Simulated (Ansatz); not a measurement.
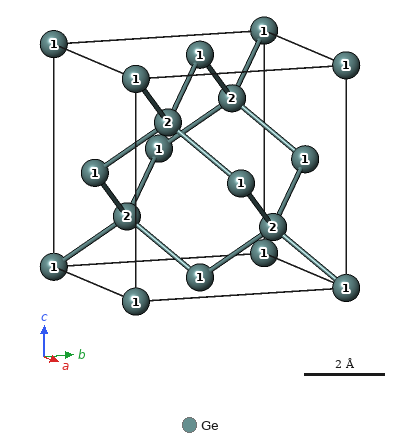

The structure as given in the input (ball-and-stick view of the cell 4 times as large as that of the calculation, set on its symmetry axes, seen slightly off an axis; atoms are numbered from 1 in the order of the input).

**Geometry relaxation of Ge (part 1 of 3)**

System: Ge (Fd-3m, 2 atoms in the cell).
Method: DFT, PBE, plane waves, PAW, no spin polarisation (Ansatz 0.2.0).

The structure derives from an entry of the Crystallography Open Database. Figures and captions count atoms from 1; the log counts them from 0 in places.

Log
```
Warning: basis.ecutwfc = 240 eV is below the records' recommended 420 eV, and the density's cutoff is lower with it unless basis.ecutrho_ratio is high enough to keep the records' density cutoff: compare with a run at a higher cutoff
Engine: ansatz 0.2.0, aarch64-unknown-linux-gnu
Pseudopotentials: kind: paw
Pseudopotential: Ge, paw, valence charge 14, recommended cutoff 420 eV (normal), Ge.paw.azcp
Functional definition: PBE
  parameter kappa = 0.804
  parameter beta = 0.06672455060314922
  exchange = pbe_x(kappa = kappa, mu = beta*pi^2/3)
  correlation = pbe_c(beta = beta)
Crystal: 2 atoms, lattice volume = 45.278 Å³
Basis set: ecut = 240 eV, 387 PW (Γ), exchange–correlation on 48×48×48 points (8 copies of the dense FFT grid, shifted against one another)
Bands: 18, of which v1, the nominal top of the filled ones, is band 14 counted from 1 (13 counted from 0)
Symmetry: 48 space group operations
Space group: Fd-3m (ITA 227), of the structure as read, at distance tolerance 3.6e-5 Å
k-points: 104 of 2744
Non-local potential: Ge, projectors of the file, l = 0: 2, l = 1: 2, l = 2: 3, l = 3: 1
PAW form: soft (Blöchl's): semilocal exchange-correlation on the pseudo side does not see the compensation charge
PAW one-centre angular grid: Ge, 590 points (default); XC on 64 Gauss nodes
Initial density: superposition of atomic densities (neutral atoms: chi_scale 0, normalization atom), corrected by the library's trained network
Initial wavefunctions: pseudopotential atomic-orbital guess
Functional: x = pbe(κ = 0.804, μ = 0.2195149727645171), c = pbe(β = 0.06672455060314922)
SCF iter   1: F=—  HF=-8586.639061 eV  |F-HF|=—  |Δ(HF+E_count)|=         —  Δρ=1.15e-2  dr2=2.35e-2  ethr=1.77e-3  ⟨swp⟩=3.9  Hψ=7565  notcnv=0
preconditioner: auto → none  [insulator: Δε(μ)=0.134 eV  Ē_g=23.393 eV  σ=0.100 eV  W_gap=0.54  n_scr=14 (ndim 8)  ℏωp=29.2 eV  f_vac=0.085  D(μ)=0.03/eV (n_scr^D=0)  ε∞_Penn≈2.6]
SCF iter   2: F=—  HF=-8586.212534 eV  |F-HF|=—  |Δ(HF+E_count)|=   4.27e-1  Δρ=1.12e-2  dr2=3.50e-2  ethr=8.38e-5  ⟨swp⟩=2.0  Hψ=4576  notcnv=0
SCF iter   3: F=—  HF=-8586.197586 eV  |F-HF|=—  |Δ(HF+E_count)|=   1.49e-2  Δρ=3.72e-3  dr2=2.85e-3  ethr=8.38e-5  ⟨swp⟩=2.3  Hψ=2189  notcnv=0
SCF iter   4: F=—  HF=-8586.196484 eV  |F-HF|=—  |Δ(HF+E_count)|=   1.10e-3  Δρ=3.81e-4  dr2=4.27e-5  ethr=1.02e-5  ⟨swp⟩=2.0  Hψ=3329  notcnv=0
SCF iter   5: F=—  HF=-8586.196464 eV  |F-HF|=—  |Δ(HF+E_count)|=   2.06e-5  Δρ=2.49e-5  dr2=1.34e-7  ethr=1.52e-7  ⟨swp⟩=2.0  Hψ=2150  notcnv=0
SCF iter   6: F=-8586.196464 eV  HF=-8586.196464 eV  |F-HF|=1.26e-9  |Δ(HF+E_count)|=   6.93e-8  Δρ=2.48e-6  dr2=1.78e-9  ethr=3.57e-10  ⟨swp⟩=8.0  Hψ=10247  notcnv=0
SCF 1 converged in 6 iterations: F = -8586.196464 eV  dr2 = 1.78e-9
  greatest PAW one-centre occupation: 0.996 electrons in one spin orbital (limit 2), on the Ge atom at site 1 (counted from 0), in its partial waves of l = 2
relax step   1: F+E_penalty+E_count = -8586.19646371 eV  Δ(F+E_penalty+E_count) = +0.000e0 eV  max|allowed force component| = 9.252e-18 eV/Å  Δτ_max = 0.0000 Å  P = +4.883 GPa  Ω = 45.278 Å³  (6 SCF iters, dr2 threshold 1.00e-7 eV, accepted)
Crystal: 2 atoms, lattice volume = 47.942 Å³
Basis set: ecut = 240 eV, 411 PW (Γ), exchange–correlation on 48×48×48 points (8 copies of the dense FFT grid, shifted against one another)
Initial density: handed on by an earlier stage of this run
Initial wavefunctions: those handed on with the density
iter 1 solved again at ethr=3.85e-5 eV; its pass at ethr=3.10e-3 eV (dr2=1.08e-2 eV) is discarded
SCF iter   1: F=—  HF=-8584.656431 eV  |F-HF|=—  |Δ(HF+E_count)|=         —  Δρ=6.40e-3  dr2=1.08e-2  ethr=3.85e-5  ⟨swp⟩=1.0  Hψ=10030  notcnv=0
preconditioner: auto → Kerker (q_TF=auto, 2.494 Å⁻¹)  [metal: Δε(μ)=0.031 eV  Ē_g=24.123 eV  σ=0.100 eV  W_gap=0.17  n_scr=14 (ndim 8)  ℏωp=28.4 eV  f_vac=0.119  D(μ)=0.12/eV (n_scr^D=0)]
SCF iter   2: F=—  HF=-8584.616648 eV  |F-HF|=—  |Δ(HF+E_count)|=   3.98e-2  Δρ=2.02e-3  dr2=1.93e-3  ethr=3.85e-5  ⟨swp⟩=2.0  Hψ=3437  notcnv=0
SCF iter   3: F=—  HF=-8584.616433 eV  |F-HF|=—  |Δ(HF+E_count)|=   2.16e-4  Δρ=1.47e-3  dr2=9.62e-4  ethr=6.90e-6  ⟨swp⟩=2.0  Hψ=2914  notcnv=0
SCF iter   4: F=—  HF=-8584.616648 eV  |F-HF|=—  |Δ(HF+E_count)|=   2.16e-4  Δρ=3.45e-4  dr2=1.11e-4  ethr=3.44e-6  ⟨swp⟩=1.6  Hψ=1934  notcnv=0
SCF iter   5: F=—  HF=-8584.616741 eV  |F-HF|=—  |Δ(HF+E_count)|=   9.23e-5  Δρ=1.15e-4  dr2=1.01e-5  ethr=3.98e-7  ⟨swp⟩=2.0  Hψ=2292  notcnv=0
SCF iter   6: F=—  HF=-8584.616749 eV  |F-HF|=—  |Δ(HF+E_count)|=   8.70e-6  Δρ=2.41e-5  dr2=3.11e-7  ethr=3.62e-8  ⟨swp⟩=2.7  Hψ=2980  notcnv=0
SCF iter   7: F=-8584.616750 eV  HF=-8584.616750 eV  |F-HF|=4.40e-9  |Δ(HF+E_count)|=   3.18e-7  Δρ=3.26e-6  dr2=2.29e-9  ethr=7.14e-10  ⟨swp⟩=8.0  Hψ=11665  notcnv=0
SCF 2 converged in 7 iterations: F = -8584.616750 eV  dr2 = 2.29e-9
relax step   2: F+E_penalty+E_count = -8584.61674965 eV  Δ(F+E_penalty+E_count) = +1.580e0 eV  max|allowed force component| = 2.862e-17 eV/Å  Δτ_max = 0.0000 Å  P = -26.438 GPa  Ω = 47.942 Å³  energy of the carried Pulay correction = -1.401e0 eV  (7 SCF iters, dr2 threshold 2.00e-7 eV, rejected (line search))
[... from here on the SCF iterations and repeated set-up lines of each step are left out, up to the last step ...]
SCF 3 converged in 7 iterations: F = -8585.989569 eV  dr2 = 9.10e-13
relax step   3: F+E_penalty+E_count = -8585.98956853 eV  Δ(F+E_penalty+E_count) = +2.069e-1 eV  max|allowed force component| = 3.238e-17 eV/Å  Δτ_max = 0.0000 Å  P = +0.243 GPa  Ω = 45.674 Å³  energy of the carried Pulay correction = -2.132e-1 eV  (7 SCF iters, accepted)
SCF 4 converged in 3 iterations: F = -8585.978355 eV  dr2 = 1.94e-8
relax step   4: F+E_penalty+E_count = -8585.97835483 eV  Δ(F+E_penalty+E_count) = +1.121e-2 eV  max|allowed force component| = 8.327e-17 eV/Å  Δτ_max = 0.0000 Å  P = -0.002 GPa  Ω = 45.695 Å³  energy of the carried Pulay correction = -2.245e-1 eV  (3 SCF iters, dr2 threshold 1.48e-7 eV, accepted)
SCF 5 converged in 6 iterations: F = -8586.197028 eV  dr2 = 3.05e-12
relax step   5: F+E_penalty+E_count = -8586.19702829 eV  Δ(F+E_penalty+E_count) = -2.187e-1 eV  max|allowed force component| = 6.476e-17 eV/Å  Δτ_max = 0.0000 Å  P = +4.119 GPa  Ω = 45.695 Å³  stress off target by 4.12e0 GPa  SCF on the basis re-selected at this cell (its energy is not comparable with the rows above)  (6 SCF iters)
SCF 6 converged in 5 iterations: F = -8586.012862 eV  dr2 = 1.50e-7
relax step   6: F+E_penalty+E_count = -8586.01286226 eV  Δ(F+E_penalty+E_count) = +1.842e-1 eV  max|allowed force component| = 3.238e-17 eV/Å  Δτ_max = 0.0000 Å  P = +1.350 GPa  Ω = 46.048 Å³  energy of the carried Pulay correction = -1.902e-1 eV  (5 SCF iters, dr2 threshold 2.00e-7 eV, accepted)
SCF 7 converged in 5 iterations: F = -8585.939116 eV  dr2 = 2.37e-8
relax step   7: F+E_penalty+E_count = -8585.93911637 eV  Δ(F+E_penalty+E_count) = +7.375e-2 eV  max|allowed force component| = 4.626e-17 eV/Å  Δτ_max = 0.0000 Å  P = +0.267 GPa  Ω = 46.185 Å³  energy of the carried Pulay correction = -2.646e-1 eV  (5 SCF iters, dr2 threshold 2.00e-7 eV, accepted)
SCF 8 converged in 4 iterations: F = -8585.920724 eV  dr2 = 2.48e-8
relax step   8: F+E_penalty+E_count = -8585.92072417 eV  Δ(F+E_penalty+E_count) = +1.839e-2 eV  max|allowed force component| = 3.701e-17 eV/Å  Δτ_max = 0.0000 Å  P = -0.001 GPa  Ω = 46.219 Å³  energy of the carried Pulay correction = -2.831e-1 eV  (4 SCF iters, dr2 threshold 1.78e-7 eV, accepted)
SCF 9 converged in 8 iterations: F = -8586.224658 eV  dr2 = 3.97e-12
relax step   9: F+E_penalty+E_count = -8586.22465799 eV  Δ(F+E_penalty+E_count) = -3.039e-1 eV  max|allowed force component| = 3.816e-17 eV/Å  Δτ_max = 0.0000 Å  P = +3.058 GPa  Ω = 46.219 Å³  stress off target by 3.06e0 GPa  SCF on the basis re-selected at this cell (its energy is not comparable with the rows above)  (8 SCF iters)
SCF 10 converged in 5 iterations: F = -8586.022658 eV  dr2 = 1.81e-7
relax step  10: F+E_penalty+E_count = -8586.02265776 eV  Δ(F+E_penalty+E_count) = +2.020e-1 eV  max|allowed force component| = 8.327e-17 eV/Å  Δτ_max = 0.0000 Å  P = +0.132 GPa  Ω = 46.608 Å³  energy of the carried Pulay correction = -2.059e-1 eV  (5 SCF iters, dr2 threshold 2.00e-7 eV, accepted)
SCF 11 converged in 4 iterations: F = -8586.013224 eV  dr2 = 1.66e-8
relax step  11: F+E_penalty+E_count = -8586.01322351 eV  Δ(F+E_penalty+E_count) = +9.434e-3 eV  max|allowed force component| = 5.089e-17 eV/Å  Δτ_max = 0.0000 Å  P = -0.001 GPa  Ω = 46.626 Å³  energy of the carried Pulay correction = -2.153e-1 eV  (4 SCF iters, dr2 threshold 4.38e-8 eV, accepted)
SCF 12 converged in 10 iterations: F = -8586.211433 eV  dr2 = 1.83e-12
relax step  12: F+E_penalty+E_count = -8586.21143302 eV  Δ(F+E_penalty+E_count) = -1.982e-1 eV  max|allowed force component| = 3.816e-17 eV/Å  Δτ_max = 0.0000 Å  P = +2.587 GPa  Ω = 46.626 Å³  stress off target by 2.59e0 GPa  SCF on the basis re-selected at this cell (its energy is not comparable with the rows above)  (10 SCF iters)
SCF 13 converged in 5 iterations: F = -8586.031848 eV  dr2 = 1.42e-7
relax step  13: F+E_penalty+E_count = -8586.03184780 eV  Δ(F+E_penalty+E_count) = +1.796e-1 eV  max|allowed force component| = 4.626e-17 eV/Å  Δτ_max = 0.0000 Å  P = +0.062 GPa  Ω = 46.971 Å³  energy of the carried Pulay correction = -1.824e-1 eV  (5 SCF iters, dr2 threshold 2.00e-7 eV, accepted)
SCF 14 converged in 4 iterations: F = -8586.027314 eV  dr2 = 4.92e-9
relax step  14: F+E_penalty+E_count = -8586.02731416 eV  Δ(F+E_penalty+E_count) = +4.534e-3 eV  max|allowed force component| = 1.012e-17 eV/Å  Δτ_max = 0.0000 Å  P = +0.000 GPa  Ω = 46.980 Å³  energy of the carried Pulay correction = -1.870e-1 eV  (4 SCF iters, dr2 threshold 9.63e-9 eV, accepted)
SCF 15 converged in 8 iterations: F = -8586.250821 eV  dr2 = 2.24e-12
relax step  15: F+E_penalty+E_count = -8586.25082052 eV  Δ(F+E_penalty+E_count) = -2.235e-1 eV  max|allowed force component| = 4.713e-17 eV/Å  Δτ_max = 0.0000 Å  P = +1.856 GPa  Ω = 46.980 Å³  stress off target by 1.86e0 GPa  SCF on the basis re-selected at this cell (its energy is not comparable with the rows above)  (8 SCF iters)
SCF 16 converged in 5 iterations: F = -8586.119111 eV  dr2 = 7.75e-8
relax step  16: F+E_penalty+E_count = -8586.11911120 eV  Δ(F+E_penalty+E_count) = +1.317e-1 eV  max|allowed force component| = 5.175e-17 eV/Å  Δτ_max = 0.0000 Å  P = +0.032 GPa  Ω = 47.237 Å³  energy of the carried Pulay correction = -1.332e-1 eV  (5 SCF iters, dr2 threshold 2.00e-7 eV, accepted)
SCF 17 converged in 8 iterations: F = -8586.234398 eV  dr2 = 6.29e-13
relax step  17: F+E_penalty+E_count = -8586.23439847 eV  Δ(F+E_penalty+E_count) = -1.153e-1 eV  max|allowed force component| = 1.937e-17 eV/Å  Δτ_max = 0.0000 Å  P = +1.638 GPa  Ω = 47.237 Å³  stress off target by 1.64e0 GPa  SCF on the basis re-selected at this cell (its energy is not comparable with the rows above)  (8 SCF iters)
SCF 18 converged in 5 iterations: F = -8586.112537 eV  dr2 = 6.60e-8
relax step  18: F+E_penalty+E_count = -8586.11253686 eV  Δ(F+E_penalty+E_count) = +1.219e-1 eV  max|allowed force component| = 3.238e-17 eV/Å  Δτ_max = 0.0000 Å  P = -0.023 GPa  Ω = 47.475 Å³  energy of the carried Pulay correction = -1.231e-1 eV  (5 SCF iters, dr2 threshold 2.00e-7 eV, accepted)
SCF 19 converged in 8 iterations: F = -8586.244313 eV  dr2 = 8.12e-13
relax step  19: F+E_penalty+E_count = -8586.24431330 eV  Δ(F+E_penalty+E_count) = -1.318e-1 eV  max|allowed force component| = 5.580e-17 eV/Å  Δτ_max = 0.0000 Å  P = +1.325 GPa  Ω = 47.475 Å³  stress off target by 1.33e0 GPa  SCF on the basis re-selected at this cell (its energy is not comparable with the rows above)  (8 SCF iters)
SCF 20 converged in 5 iterations: F = -8586.147029 eV  dr2 = 4.22e-8
relax step  20: F+E_penalty+E_count = -8586.14702867 eV  Δ(F+E_penalty+E_count) = +9.728e-2 eV  max|allowed force component| = 7.864e-17 eV/Å  Δτ_max = 0.0000 Å  P = +0.013 GPa  Ω = 47.666 Å³  energy of the carried Pulay correction = -9.808e-2 eV  (5 SCF iters, dr2 threshold 2.00e-7 eV, accepted)
SCF 21 converged in 9 iterations: F = -8586.232865 eV  dr2 = 6.66e-12
relax step  21: F+E_penalty+E_count = -8586.23286505 eV  Δ(F+E_penalty+E_count) = -8.584e-2 eV  max|allowed force component| = 9.252e-17 eV/Å  Δτ_max = 0.0000 Å  P = +1.090 GPa  Ω = 47.666 Å³  stress off target by 1.09e0 GPa  SCF on the basis re-selected at this cell (its energy is not comparable with the rows above)  (9 SCF iters)
SCF 22 converged in 5 iterations: F = -8586.151650 eV  dr2 = 2.94e-8
relax step  22: F+E_penalty+E_count = -8586.15164971 eV  Δ(F+E_penalty+E_count) = +8.122e-2 eV  max|allowed force component| = 5.060e-17 eV/Å  Δτ_max = 0.0000 Å  P = +0.002 GPa  Ω = 47.825 Å³  energy of the carried Pulay correction = -8.176e-2 eV  (5 SCF iters, dr2 threshold 2.00e-7 eV, accepted)
SCF 23 converged in 7 iterations: F = -8586.225490 eV  dr2 = 1.90e-11
relax step  23: F+E_penalty+E_count = -8586.22549000 eV  Δ(F+E_penalty+E_count) = -7.384e-2 eV  max|allowed force component| = 1.850e-17 eV/Å  Δτ_max = 0.0000 Å  P = +0.941 GPa  Ω = 47.825 Å³  stress off target by 9.41e-1 GPa  SCF on the basis re-selected at this cell (its energy is not comparable with the rows above)  (7 SCF iters)
SCF 24 converged in 5 iterations: F = -8586.154996 eV  dr2 = 2.21e-8
relax step  24: F+E_penalty+E_count = -8586.15499567 eV  Δ(F+E_penalty+E_count) = +7.049e-2 eV  max|allowed force component| = 6.939e-17 eV/Å  Δτ_max = 0.0000 Å  P = +0.005 GPa  Ω = 47.964 Å³  energy of the carried Pulay correction = -7.090e-2 eV  (5 SCF iters, dr2 threshold 2.00e-7 eV, accepted)
SCF 25 converged in 8 iterations: F = -8586.230939 eV  dr2 = 2.76e-13
relax step  25: F+E_penalty+E_count = -8586.23093902 eV  Δ(F+E_penalty+E_count) = -7.594e-2 eV  max|allowed force component| = 2.313e-17 eV/Å  Δτ_max = 0.0000 Å  P = +0.741 GPa  Ω = 47.964 Å³  stress off target by 7.41e-1 GPa  SCF on the basis re-selected at this cell (its energy is not comparable with the rows above)  (8 SCF iters)
SCF 26 converged in 4 iterations: F = -8586.175065 eV  dr2 = 1.64e-7
relax step  26: F+E_penalty+E_count = -8586.17506548 eV  Δ(F+E_penalty+E_count) = +5.587e-2 eV  max|allowed force component| = 6.418e-17 eV/Å  Δτ_max = 0.0000 Å  P = +0.003 GPa  Ω = 48.074 Å³  energy of the carried Pulay correction = -5.613e-2 eV  (4 SCF iters, dr2 threshold 2.00e-7 eV, accepted)
SCF 27 converged in 7 iterations: F = -8586.231907 eV  dr2 = 9.55e-12
relax step  27: F+E_penalty+E_count = -8586.23190723 eV  Δ(F+E_penalty+E_count) = -5.684e-2 eV  max|allowed force component| = 7.864e-17 eV/Å  Δτ_max = 0.0000 Å  P = +0.651 GPa  Ω = 48.074 Å³  stress off target by 6.51e-1 GPa  SCF on the basis re-selected at this cell (its energy is not comparable with the rows above)  (7 SCF iters)
SCF 28 converged in 4 iterations: F = -8586.182560 eV  dr2 = 1.28e-7
relax step  28: F+E_penalty+E_count = -8586.18255951 eV  Δ(F+E_penalty+E_count) = +4.935e-2 eV  max|allowed force component| = 5.956e-17 eV/Å  Δτ_max = 0.0000 Å  P = +0.003 GPa  Ω = 48.171 Å³  energy of the carried Pulay correction = -4.955e-2 eV  (4 SCF iters, dr2 threshold 2.00e-7 eV, accepted)
SCF 29 converged in 7 iterations: F = -8586.219916 eV  dr2 = 4.14e-12
relax step  29: F+E_penalty+E_count = -8586.21991628 eV  Δ(F+E_penalty+E_count) = -3.736e-2 eV  max|allowed force component| = 7.401e-17 eV/Å  Δτ_max = 0.0000 Å  P = +0.605 GPa  Ω = 48.171 Å³  stress off target by 6.05e-1 GPa  SCF on the basis re-selected at this cell (its energy is not comparable with the rows above)  (7 SCF iters)
SCF 30 converged in 4 iterations: F = -8586.173657 eV  dr2 = 1.12e-7
relax step  30: F+E_penalty+E_count = -8586.17365727 eV  Δ(F+E_penalty+E_count) = +4.626e-2 eV  max|allowed force component| = 2.284e-17 eV/Å  Δτ_max = 0.0000 Å  P = +0.001 GPa  Ω = 48.262 Å³  energy of the carried Pulay correction = -4.643e-2 eV  (4 SCF iters, dr2 threshold 2.00e-7 eV, accepted)
SCF 31 converged in 7 iterations: F = -8586.238572 eV  dr2 = 1.27e-11
relax step  31: F+E_penalty+E_count = -8586.23857186 eV  Δ(F+E_penalty+E_count) = -6.491e-2 eV  max|allowed force component| = 9.252e-17 eV/Å  Δτ_max = 0.0000 Å  P = +0.434 GPa  Ω = 48.262 Å³  stress off target by 4.34e-1 GPa  SCF on the basis re-selected at this cell (its energy is not comparable with the rows above)  (7 SCF iters)
SCF 32 converged in 4 iterations: F = -8586.205526 eV  dr2 = 5.79e-8
relax step  32: F+E_penalty+E_count = -8586.20552594 eV  Δ(F+E_penalty+E_count) = +3.305e-2 eV  max|allowed force component| = 2.255e-17 eV/Å  Δτ_max = 0.0000 Å  P = +0.002 GPa  Ω = 48.328 Å³  energy of the carried Pulay correction = -3.314e-2 eV  (4 SCF iters, dr2 threshold 2.00e-7 eV, accepted)
SCF 33 converged in 7 iterations: F = -8586.237296 eV  dr2 = 2.87e-12
relax step  33: F+E_penalty+E_count = -8586.23729566 eV  Δ(F+E_penalty+E_count) = -3.177e-2 eV  max|allowed force component| = 2.313e-17 eV/Å  Δτ_max = 0.0000 Å  P = +0.358 GPa  Ω = 48.328 Å³  stress off target by 3.58e-1 GPa  SCF on the basis re-selected at this cell (its energy is not comparable with the rows above)  (7 SCF iters)
SCF 34 converged in 4 iterations: F = -8586.209837 eV  dr2 = 4.05e-8
relax step  34: F+E_penalty+E_count = -8586.20983693 eV  Δ(F+E_penalty+E_count) = +2.746e-2 eV  max|allowed force component| = 6.939e-17 eV/Å  Δτ_max = 0.0000 Å  P = +0.000 GPa  Ω = 48.382 Å³  energy of the carried Pulay correction = -2.752e-2 eV  (4 SCF iters, dr2 threshold 2.00e-7 eV, accepted)
SCF 35 converged in 7 iterations: F = -8586.229940 eV  dr2 = 1.22e-12
relax step  35: F+E_penalty+E_count = -8586.22993951 eV  Δ(F+E_penalty+E_count) = -2.010e-2 eV  max|allowed force component| = 1.249e-16 eV/Å  Δτ_max = 0.0000 Å  P = +0.350 GPa  Ω = 48.382 Å³  stress off target by 3.50e-1 GPa  SCF on the basis re-selected at this cell (its energy is not comparable with the rows above)  (7 SCF iters)
SCF 36 converged in 4 iterations: F = -8586.203030 eV  dr2 = 3.87e-8
relax step  36: F+E_penalty+E_count = -8586.20303049 eV  Δ(F+E_penalty+E_count) = +2.691e-2 eV  max|allowed force component| = 5.089e-17 eV/Å  Δτ_max = 0.0000 Å  P = +0.000 GPa  Ω = 48.435 Å³  energy of the carried Pulay correction = -2.697e-2 eV  (4 SCF iters, dr2 threshold 2.00e-7 eV, accepted)
SCF 37 converged in 7 iterations: F = -8586.229552 eV  dr2 = 2.00e-12
relax step  37: F+E_penalty+E_count = -8586.22955245 eV  Δ(F+E_penalty+E_count) = -2.652e-2 eV  max|allowed force component| = 3.701e-17 eV/Å  Δτ_max = 0.0000 Å  P = +0.313 GPa  Ω = 48.435 Å³  stress off target by 3.13e-1 GPa  SCF on the basis re-selected at this cell (its energy is not comparable with the rows above)  (7 SCF iters)
SCF 38 converged in 4 iterations: F = -8586.205474 eV  dr2 = 3.10e-8
relax step  38: F+E_penalty+E_count = -8586.20547419 eV  Δ(F+E_penalty+E_count) = +2.408e-2 eV  max|allowed force component| = 4.597e-17 eV/Å  Δτ_max = 0.0000 Å  P = +0.001 GPa  Ω = 48.483 Å³  energy of the carried Pulay correction = -2.412e-2 eV  (4 SCF iters, dr2 threshold 2.00e-7 eV, accepted)
SCF 39 converged in 7 iterations: F = -8586.248199 eV  dr2 = 5.50e-12
relax step  39: F+E_penalty+E_count = -8586.24819942 eV  Δ(F+E_penalty+E_count) = -4.273e-2 eV  max|allowed force component| = 3.701e-17 eV/Å  Δτ_max = 0.0000 Å  P = +0.189 GPa  Ω = 48.483 Å³  stress off target by 1.89e-1 GPa  SCF on the basis re-selected at this cell (its energy is not comparable with the rows above)  (7 SCF iters)
SCF 40 converged in 4 iterations: F = -8586.233668 eV  dr2 = 1.15e-8
relax step  40: F+E_penalty+E_count = -8586.23366849 eV  Δ(F+E_penalty+E_count) = +1.453e-2 eV  max|allowed force component| = 3.701e-17 eV/Å  Δτ_max = 0.0000 Å  P = +0.001 GPa  Ω = 48.512 Å³  energy of the carried Pulay correction = -1.455e-2 eV  (4 SCF iters, dr2 threshold 8.94e-8 eV, accepted)
SCF 41 converged in 5 iterations: F = -8586.233668 eV  dr2 = 3.22e-12
```
